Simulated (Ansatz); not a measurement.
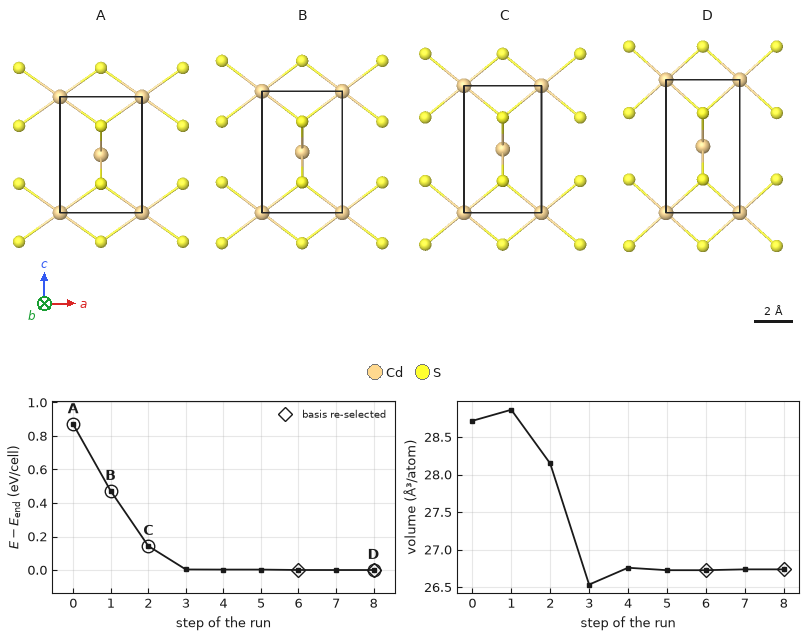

Frames of a relaxation of crystalline CdS (a generated structure, set up in P4_2/mmc), marked on the history of the run. Style: ball-and-stick. Shown: the cell of the calculation, along the b axis.

All numbers below come from Ansatz, DFT PBE, scalar-relativistic, plane waves, PAW.

The input:
```yaml
crystal:
  lattice:
    - [4.33069787, 0.0, 0.0]
    - [0.0, 4.33069787, 0.0]
    - [0.0, 0.0, 6.12453166]
  atoms:
    - { symbol: Cd, position: [0.0, 0.5, 0.0] }
    - { symbol: Cd, position: [0.5, 0.0, 0.5] }
    - { symbol: S, position: [0.5, 0.5, 0.25] }
    - { symbol: S, position: [0.5, 0.5, 0.75] }
basis:
  ecutwfc: 420
kpoints:
  mp_grid: { grid: [12, 12, 8] }
hamiltonian:
  xc: pbe
scf:
  occupations: { method: gaussian, width: 0.1 }
output:
  forces: true
  stress: true
  eigenvalues: true
relax:
  adjacent_minimum: "off"
  f_tol: 0.01
  max_steps: 80
  cell: { stress_tol: 0.05 }
```

Run as
```bash
ansatz run input.yaml --threads 1 --pin off --max-ram 2048MiB --backend cpu --events-out ev --progress --plain --runs-dir out
```

Question: Describe the path.

Answer: Over 6 accepted moves (8 points after the start) the energy falls by 0.870 eV per cell of the calculation. All forces vanish by symmetry, so only the cell relaxes. Pressure: 0.66 GPa at the start and 0.01 GPa at the end. At 2 points the geometry stayed and the basis and grid were re-selected for the new cell (energy shift of 2.4 meV per cell of the calculation at most each time). The atoms keep their places relative to the cell (all moves are under 0.005 Å). Cell: a = b 4.331 → 3.901 Å (−9.9 %), c 6.125 → 7.028 Å (+14.7 %). Volume −6.9 %. Among the contacts that change: Cd1–S3 2.652 → 2.625 Å. Among the angles between lasting bonds that change: S3–Cd1–S3 109.5° → 96.0°, Cd1–S3–Cd1 109.5° → 96.0°, S3–Cd1–S4 70.5° → 84.0°. The space group stays P4_2/mmc (No. 131). The run took 3.1 min on 1 thread of Arm Neoverse V2, on a shared host, peak memory 0.62 GiB. From step 0 to 1: volume +0.5 %, energy −0.398 eV per cell of the calculation. From step 1 to 2: volume −2.5 %, energy −0.328 eV per cell of the calculation. From step 2 to 8: volume −5.0 %, energy −0.143 eV per cell of the calculation.

```
step  E − E(0), meV/atom  pressure, GPa  volume, Å³/atom                      note
   0                0.00           0.66           28.716                          
   1              -99.49          -0.47           28.864                          
   2             -181.56          -0.79           28.148                          
   3             -216.58           0.28           26.535                          
   4             -216.74          -0.06           26.759                          
   5             -216.75           0.00           26.727                          
   6             -217.35           0.07           26.727  same geometry, new basis
   7             -217.39           0.01           26.738                          
   8             -217.39           0.01           26.738  same geometry, new basis
```
